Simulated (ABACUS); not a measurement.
**Run report: Ni, tune calculation (part 1 of 2)**

- system: Ni (P6₃/mmc, 2 atoms in the cell)
- method: Kohn-Sham DFT of a periodic cell, PBE, PseudoDojo NC SR 0.5 PBE stringent, spin-polarised (ABACUS 3.10.1)

The structure derives from a Materials Project entry. It belongs to a series of runs on one base structure; here: ks_solver: cg.

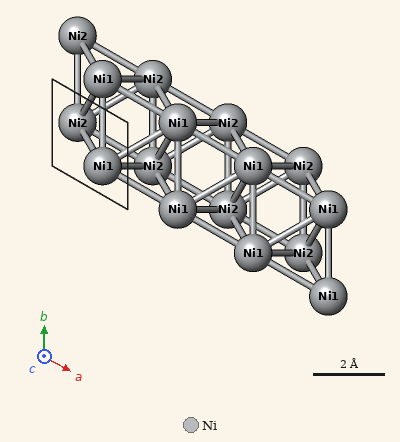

*The input geometry (ball-and-stick view of the cell of the calculation, repeated 4 × 2 × 1, along the c axis; atoms are numbered from 1 in the order of the input). An atom can appear more than once, as a periodic image.*

**The input**
```
INPUT_PARAMETERS
suffix              Ni
calculation         scf
basis_type          pw
pseudo_dir          ./
symmetry            1
dft_functional      pbe
ecutwfc             105
pseudo_rcut         7
nspin               2
nbands              23
ks_solver           cg
smearing_method     fd
smearing_sigma      0.00734986
scf_thr             1e-08
scf_nmax            60
mixing_type         broyden
mixing_beta         0.4
cal_force           1
cal_stress          1
kpar                4
```

**File STRU**
```
ATOMIC_SPECIES
Ni 58.6934 Ni.upf

LATTICE_CONSTANT
1.8897261246

LATTICE_VECTORS
2.4480228978 0.0000000000 0.0000000000
-1.2240114489 2.1200500186 0.0000000000
0.0000000000 0.0000000000 4.0728075700

ATOMIC_POSITIONS
Direct

Ni
0.0
2
0.6666666667 0.3333333333 0.7500000000 1 1 1 mag 1
0.3333333333 0.6666666667 0.2500000000 1 1 1 mag 1
```

**File KPT**
```
K_POINTS
0
Gamma
10 10 6 0 0 0
```

Hardware: 4 threads of Intel Xeon (Granite Rapids), 32 GiB of memory available, shared host.

Launched with:
```bash
OMP_NUM_THREADS=1 mpirun -np 4 abacus > log
```

**Log**
```
ABACUS v3.10.1

               Atomic-orbital Based Ab-initio Computation at UStc

 ------------------------------------------------------------------------------------

 READING GENERAL INFORMATION
                           global_out_dir = OUT.Ni/
                           global_in_card = INPUT
                               pseudo_dir = ./
                              orbital_dir =
                                    DSIZE = 4
                                    GSIZE = 1

 READING UNITCELL INFORMATION
                                    ntype = 1
                  lattice constant (Bohr) = 1.88973
              lattice constant (Angstrom) = 1

 READING ATOM TYPE 1
                               atom label = Ni
                      L=0, number of zeta = 1
                      L=1, number of zeta = 1
                      L=2, number of zeta = 1
             number of atom for this type = 2
               magnetization of element 1 = 1

                        TOTAL ATOM NUMBER = 2
DIRECT COORDINATES
    atom                   x                   y                   z     mag                  vx                  vy                  vz
taud_Ni1            0.6666666667        0.3333333333        0.7500000000  1.0000        0.0000000000        0.0000000000        0.0000000000
taud_Ni2            0.3333333333        0.6666666667        0.2500000000  1.0000        0.0000000000        0.0000000000        0.0000000000

                          Volume (Bohr^3) = 142.644
                             Volume (A^3) = 21.1376

 Lattice vectors: (Cartesian coordinate: in unit of a_0)
             +2.44802                  +0                  +0
             -1.22401            +2.12005                  +0
                   +0                  +0            +4.07281
 Reciprocal vectors: (Cartesian coordinate: in unit of 2 pi/a_0)
            +0.408493           +0.235843                  -0
                   -0           +0.471687                  -0
                   +0                  -0           +0.245531
 The esolver type has been set to : ksdft_pw

                PAO radial cut off (Bohr) = 7

 Read in pseudopotential file is Ni.upf
                     pseudopotential type = NC
          exchange-correlation functional = PBE
                 nonlocal core correction = 1
                        valence electrons = 18
                                     lmax = 2
                           number of zeta = 4
                     number of projectors = 6
                           L of projector = 0
                           L of projector = 0
                           L of projector = 1
                           L of projector = 1
                           L of projector = 2
                           L of projector = 2
     initial pseudo atomic orbital number = 20
 The readin total magnetization is 2

 SETUP THE ELECTRONS NUMBER
            electron number of element Ni = 18
      total electron number of element Ni = 36
            AUTOSET number of electrons:  = 36
                           occupied bands = 18
                                   NBANDS = 23
                                   NLOCAL = 18

%%%%%%%%%%%%%%%%%%%%%%%%%%%%%%%%%%%%%%%%%%%%%%%%%%%%%%%%%%%%%%%%%%%%%%%%%%%%%%%%%%%%%%%%%%%%%%%%%%%%%%%%%%
 Warning: the number of valence electrons in pseudopotential > 10 for Ni: [Ar] 3d8 4s2
 Pseudopotentials with additional electrons can yield (more) accurate outcomes, but may be less efficient.
 If you're confident that your chosen pseudopotential is appropriate, you can safely ignore this warning.
%%%%%%%%%%%%%%%%%%%%%%%%%%%%%%%%%%%%%%%%%%%%%%%%%%%%%%%%%%%%%%%%%%%%%%%%%%%%%%%%%%%%%%%%%%%%%%%%%%%%%%%%%%

 SETUP THE PLANE WAVE BASIS
 energy cutoff for charge/potential (unit:Ry) = 420
            fft grid for charge/potential = [ 32, 32, 54 ]
                        fft grid division = [ 1, 1, 1 ]
        big fft grid for charge/potential = [ 32, 32, 54 ]
                                     nbxx = 55296
                                     nrxx = 55296

 SETUP PLANE WAVES FOR CHARGE/POTENTIAL
                    number of plane waves = 20667
                         number of sticks = 613

 PARALLEL PW FOR CHARGE/POTENTIAL
     PROC   COLUMNS(POT)             PW
        1            613          20667
 --------------- sum -------------------
        1            613          20667
                            number of |g| = 1042
                                  max |g| = 37.9009
                                  min |g| = 0

----------- Double Check Mixing Parameters Begin ------------
mixing_type: broyden
mixing_beta: 0.4
mixing_gg0: 1
mixing_gg0_min: 0.1
mixing_beta_mag: 1.6
mixing_gg0_mag: 0
mixing_ndim: 8
----------- Double Check Mixing Parameters End ------------

 LATTICE VECTORS: (CARTESIAN COORDINATE: IN UNIT OF A0)
             +2.44802                  +0                  +0
             -1.22401            +2.12005                  +0
                   +0                  +0            +4.07281
                       right hand lattice = 1
                                   NORM_A = 2.44802
                                   NORM_B = 2.44802
                                   NORM_C = 4.07281
                           ALPHA (DEGREE) = 90
                           BETA  (DEGREE) = 90
                           GAMMA (DEGREE) = 120

 The lattice vectors have been changed (STRU_SIMPLE.cif)

(for optimal symmetric configuration:)
                             BRAVAIS TYPE = 4
                     BRAVAIS LATTICE NAME = 04. Hexagonal cell
                                    ibrav = 4
                                    IBRAV = 4
                                  BRAVAIS = HEXAGONAL CELL
                       LATTICE CONSTANT A = 2.44802
                                C/A RATIO = 1.66371
Original cell was already a primitive cell.
                        ROTATION MATRICES = 24
              PURE POINT GROUP OPERATIONS = 12
                   SPACE GROUP OPERATIONS = 24
                                       C2 = 3
                                       C3 = 2
                                       C4 = 0
                                       C6 = 0
                                       S1 = 3
                                       S3 = 0
                                       S4 = 0
                                       S6 = 2
                              POINT GROUP = D_3d
                                       C2 = 7
                                       C3 = 2
                                       C4 = 0
                                       C6 = 2
                                       S1 = 7
                                       S3 = 2
                                       S4 = 0
                                       S6 = 2
               POINT GROUP IN SPACE GROUP = D_6h

 SETUP K-POINTS
                                    nspin = 2
                   Input type of k points = Monkhorst-Pack(Gamma)
                                   nkstot = 600
                       right hand lattice = 1
(for reciprocal lattice: )
                             BRAVAIS TYPE = 4
                     BRAVAIS LATTICE NAME = 04. Hexagonal cell
                                    ibrav = 4
                       right hand lattice = 1
(for k-lattice: )
                             BRAVAIS TYPE = 4
                     BRAVAIS LATTICE NAME = 04. Hexagonal cell
                                    ibrav = 4
                       right hand lattice = 1
                        ROTATION MATRICES = 24
                               nkstot_ibz = 56
K-POINTS REDUCTION ACCORDING TO SYMMETRY
     IBZ    DIRECT_X    DIRECT_Y    DIRECT_Z  WEIGHT  ibz2bz
       1  0.00000000  0.00000000  0.00000000  0.0017       0
       2 -0.10000000  0.10000000  0.00000000  0.0100       1
       3 -0.20000000  0.20000000  0.00000000  0.0100       2
       4 -0.30000000  0.30000000  0.00000000  0.0100       3
       5 -0.40000000  0.40000000  0.00000000  0.0100       4
       6  0.50000000  0.50000000  0.00000000  0.0050       5
       7 -0.10000000  0.20000000  0.00000000  0.0100      11
       8 -0.20000000  0.30000000  0.00000000  0.0200      12
       9 -0.30000000  0.40000000  0.00000000  0.0200      13
      10  0.50000000  0.40000000  0.00000000  0.0200      14
      11 -0.20000000  0.40000000  0.00000000  0.0100      22
      12  0.50000000  0.30000000  0.00000000  0.0200      23
      13  0.40000000  0.40000000  0.00000000  0.0100      24
      14  0.40000000  0.30000000  0.00000000  0.0100      33
      15  0.00000000  0.00000000  0.16666667  0.0033     100
      16 -0.10000000  0.10000000  0.16666667  0.0200     101
      17 -0.20000000  0.20000000  0.16666667  0.0200     102
      18 -0.30000000  0.30000000  0.16666667  0.0200     103
      19 -0.40000000  0.40000000  0.16666667  0.0200     104
      20  0.50000000  0.50000000  0.16666667  0.0100     105
      21 -0.10000000  0.20000000  0.16666667  0.0200     111
      22 -0.20000000  0.30000000  0.16666667  0.0400     112
      23 -0.30000000  0.40000000  0.16666667  0.0400     113
      24  0.50000000  0.40000000  0.16666667  0.0400     114
      25 -0.20000000  0.40000000  0.16666667  0.0200     122
      26  0.50000000  0.30000000  0.16666667  0.0400     123
      27  0.40000000  0.40000000  0.16666667  0.0200     124
      28  0.40000000  0.30000000  0.16666667  0.0200     133
      29  0.00000000  0.00000000  0.33333333  0.0033     200
      30 -0.10000000  0.10000000  0.33333333  0.0200     201
[... 26 further k points ...]

                               nkstot now = 56
[... K-POINTS DIRECT COORDINATES: 56 rows ...]

           k-point number in this process = 14
       minimum distributed K point number = 14
[... stars of the k points ...]
                             nks(nspin=2) = 28
                          nkstot(nspin=2) = 112

[... K-POINTS CARTESIAN COORDINATES: 28 rows ...]

[... K-POINTS DIRECT COORDINATES: 28 rows ...]

 SETUP PLANE WAVES FOR WAVE FUNCTIONS
     energy cutoff for wavefunc (unit:Ry) = 105
              fft grid for wave functions = [ 32, 32, 54 ]
                    number of plane waves = 3791
                         number of sticks = 199

 PARALLEL PW FOR WAVE FUNCTIONS
     PROC   COLUMNS(POT)             PW
        1            199           3791
 --------------- sum -------------------
        1            199           3791

 SETUP NONLOCAL PSEUDOPOTENTIALS IN PLANE WAVE BASIS
 Ni non-local projectors:
 projector 1 L=0
 projector 2 L=0
 projector 3 L=1
 projector 4 L=1
 projector 5 L=2
 projector 6 L=2
      TOTAL NUMBER OF NONLOCAL PROJECTORS = 36

 Init Non-Local PseudoPotential table :
 Init Non-Local-Pseudopotential done.

                                     npwx = 2617

 Make real space PAO into reciprocal space.
       max mesh points in Pseudopotential = 701
     dq(describe PAO in reciprocal space) = 0.01
                                    max q = 1234

 number of pseudo atomic orbitals for Ni is 4
WARNING: norm of atomic wavefunction # 3 of atomic type Ni is 0.999992, renormalized
WARNING: norm of atomic wavefunction # 4 of atomic type Ni is 0.997662, renormalized

 -------------------------------------------
 SELF-CONSISTENT
 -------------------------------------------
                                 init_chg = atomic

 PW ALGORITHM --------------- ION=   1  ELEC=   1--------------------------------
 Notice: Threshold on eigenvalues was too large.
 hsover_error=0.36 > DRHO=0.072489
 Origin diag ethr = 0.01
 New diag ethr = 0.000201358
          total magnetism (Bohr mag/cell) = 1.40077
       absolute magnetism (Bohr mag/cell) = 1.48019
                        nelec for spin up = 18.7004
                      nelec for spin down = 17.2996

 Density error is 0.00921492414105
                          Error Threshold = 0.000201358202245
----------------------------------------------------------
     Energy           Rydberg                 eV
----------------------------------------------------------
 E_KohnSham     -676.7928841627      -9208.2395904666
 E_Harris       -676.3407895447      -9202.0885276272
 E_Fermi        1.4070914639         19.1444615162
----------------------------------------------------------

 PW ALGORITHM --------------- ION=   1  ELEC=   2--------------------------------
          total magnetism (Bohr mag/cell) = 1.30050517514
       absolute magnetism (Bohr mag/cell) = 1.50817122297
                        nelec for spin up = 18.6502525876
                      nelec for spin down = 17.3497474124

 Density error is 0.00274020005667
                          Error Threshold = 2.55970115029e-05
----------------------------------------------------------
     Energy           Rydberg                 eV
```
